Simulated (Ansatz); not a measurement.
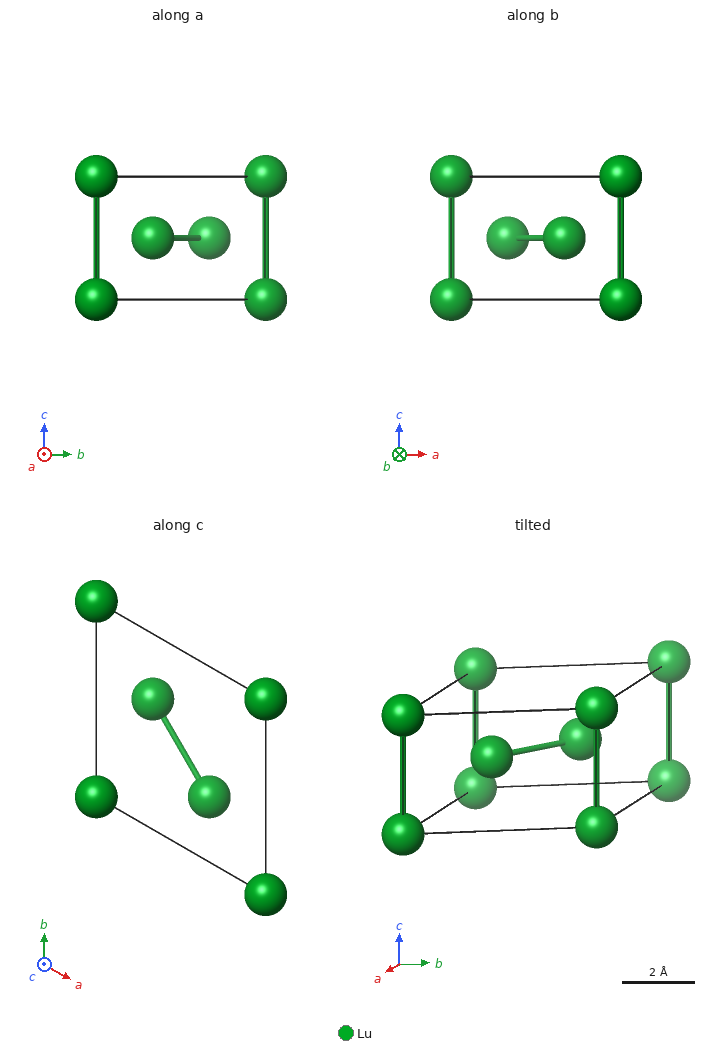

The image is a ball-and-stick drawing of a crystal, viewed along the a axis, along the b axis, along the c axis and slightly off an axis. The conventional unit cell is outlined; an atom on or near a face, edge or corner is repeated at each equivalent position.

Lattice parameters: a = 5.4713 Å, b = 5.4713 Å, c = 3.4401 Å, α = 90.000°, β = 90.000°, γ = 120.000°.

Express the structure as a CIF in P1 with every atom of the cell.

```cif
data_structure
_symmetry_space_group_name_H-M 'P 1'
_symmetry_Int_Tables_number 1
_cell_length_a 5.4713
_cell_length_b 5.4713
_cell_length_c 3.4401
_cell_angle_alpha 90.000
_cell_angle_beta 90.000
_cell_angle_gamma 120.000
_cell_volume 89.18
loop_
_atom_site_label
_atom_site_type_symbol
_atom_site_fract_x
_atom_site_fract_y
_atom_site_fract_z
_atom_site_occupancy
Lu1 Lu 0.0000 0.0000 0.0000 1
Lu2 Lu 0.3333 0.6667 0.5000 1
Lu3 Lu 0.6667 0.3333 0.5000 1
```

Provenance: a structure type filled with this element by a generator (whether the element takes this form wasn't checked). Earlier steps of the study may have refined or changed the cell and positions. It was run through Ansatz as a DFT input.
